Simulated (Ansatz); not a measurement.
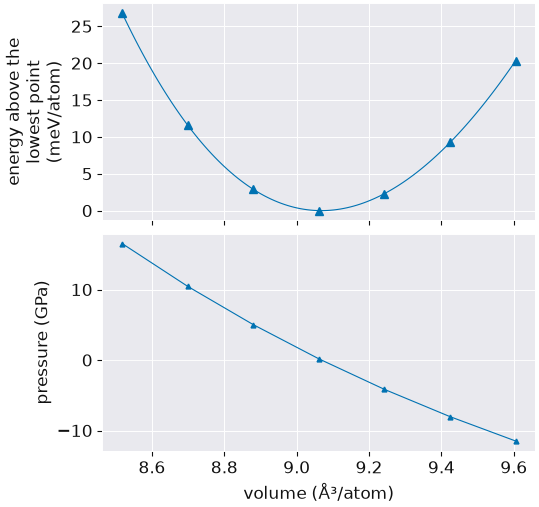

Energy above the lowest point and pressure against volume for Co₂O₃, space group Pn-3m (No. 224) (one of a set of cubic test structures, which need not be the stable phase).

A third-order Birch–Murnaghan fit gives V0 = 9.07 Å³/atom, B0 = 228 GPa and B′ = 4.6. The energy above the lowest point is 26.8 meV/atom at volume 8.5177 Å³/atom and 20.3 meV/atom at 9.6051 Å³/atom; the lowest computed point is at volume 9.0614 Å³/atom (0.0 meV/atom). The pressure falls from 16.5 GPa at volume 8.5177 Å³/atom to −11.5 GPa at 9.6051 Å³/atom, and changes sign near 9.07 Å³/atom.

Computed with Ansatz 0.2.0 development build: equation of state of a cubic crystal from periodic Kohn-Sham density functional theory without spin, third-order Birch-Murnaghan fit to the free energies; pressure corrected for the finite basis. Level: PBE.

structure type cubic X2O3; atoms in cell 10; space group number 224; lattice centring simple cubic; k mesh 12×12×12; occupation method Fermi–Dirac; occupation width 0.06123 eV; wave cutoff 700 eV; datasets soft-1 PAW; density tolerance 1e−09 eV; bands 62; density cutoff ratio 4; search for lower states default.

Note: cubic model structure, not the ambient form; modest k-mesh, values are not fully converged in k; no spin polarisation, a magnetic state may lie lower.
